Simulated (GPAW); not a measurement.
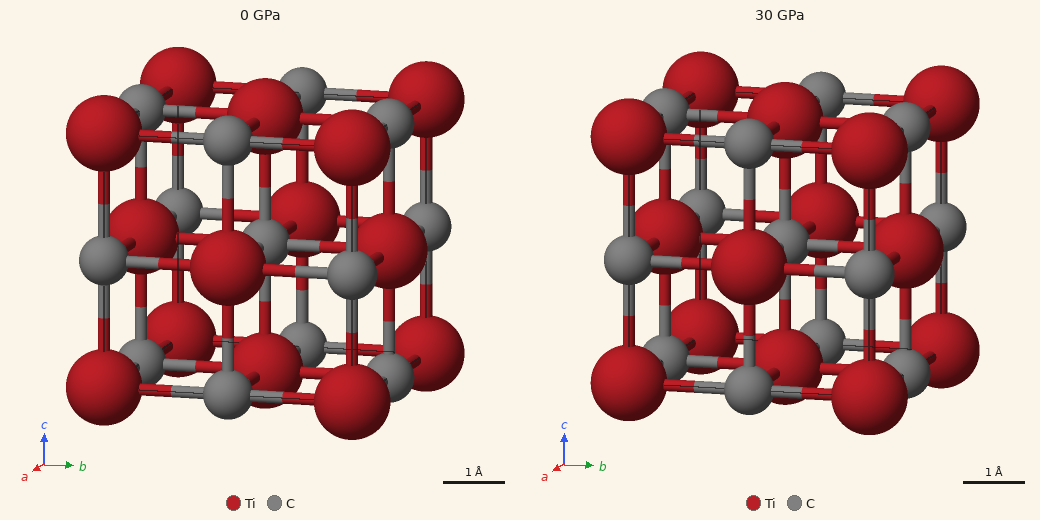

TiC, rock salt (NaCl type), space group Fm-3m (No. 225), relaxed (cell and atoms) under a series of hydrostatic pressures; the conventional cell is drawn at the lowest and the highest, to one scale (sticks follow a distance rule). The start was a structure listed in the Materials Project.

Alike in all runs: GPAW 26.7.0; functional PBEsol; potentials PAW data sets generated in the run's folder for this functional; cutoff 800 eV; k mesh 11 × 11 × 11 on the run's cell of 2 atoms; occupations fermi-dirac, width 0.05 eV; no spin polarisation; no spin-orbit coupling.

| pressure (GPa) | volume (Å³/atom) | a (Å) |
| --- | --- | --- |
| 0.1 | 9.926 | 4.298 |
| 2.2 | 9.851 | 4.287 |
| 5.3 | 9.743 | 4.272 |
| 10.0 | ? | ? |
| 19.9 | 9.304 | 4.207 |
| 29.9 | 9.054 | 4.168 |

Question: What equation of state do the given rows imply, and what volume does it predict for the missing row?

Answer: The fit gives V0 = 9.93 Å³/atom, B0 = 270 GPa and B0′ = 4.0, which puts the volume at 10.0 GPa at 9.59 Å³/atom. The run gave volume 9.592 Å³/atom; a 4.249 Å.

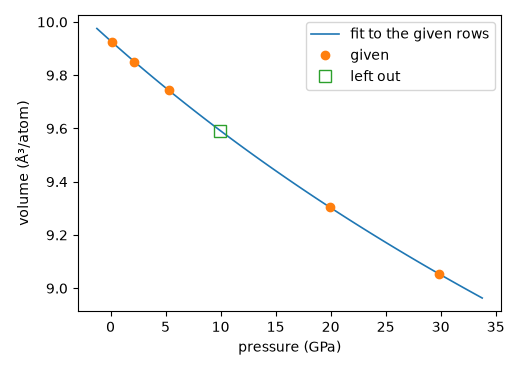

Volume against pressure, with the fit. The structure was kept in its own symmetry, so a change to another phase within this range wouldn't be seen.

Caveat: later steps reuse the first step's grids.
